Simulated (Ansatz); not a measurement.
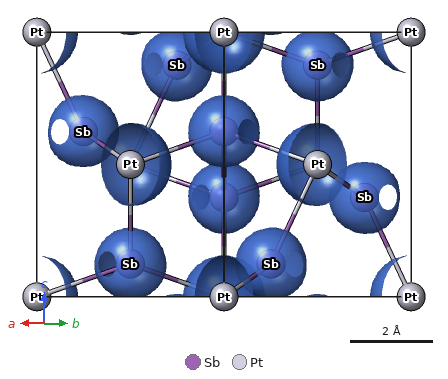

Figure 1: Sb$_{2}$Pt. Isosurface of the valence electron density at 0.8 e/Å³ (blue), seen along [110]. Sticks mark near contacts.

Space group Pa-3; started from the measured structure prototype, which need not be the ambient phase.

Computed with Ansatz, DFT, r2SCAN, plane waves, PAW.

```
Sb Pt
1.0
     6.50656    0.00000    0.00000
     0.00000    6.50656    0.00000
     0.00000    0.00000    6.50656
Sb Pt
8 4
Direct
  0.37555 0.37555 0.37555
  0.12445 0.62445 0.87555
  0.87555 0.12445 0.62445
  0.62445 0.87555 0.12445
  0.62445 0.62445 0.62445
  0.87555 0.37555 0.12445
  0.12445 0.87555 0.37555
  0.37555 0.12445 0.87555
  0.00000 0.00000 0.00000
  0.50000 0.00000 0.50000
  0.50000 0.50000 0.00000
  0.00000 0.50000 0.50000
```

Q: Which contacts does the surface bridge?

A: At this value the density breaks into separate islands; it holds about 70 % of the electrons treated as valence (semicore included). It bridges none of the near contacts. It is pinched off along the sampled Sb–Pt (2.70 Å) and Sb–Sb (2.81 Å) contacts. On the grid the lowest density along these lines, outside the cores, is 0.46 e/Å³ (Sb–Pt, 2.70 Å) and 0.44 e/Å³ (Sb–Sb, 2.81 Å).
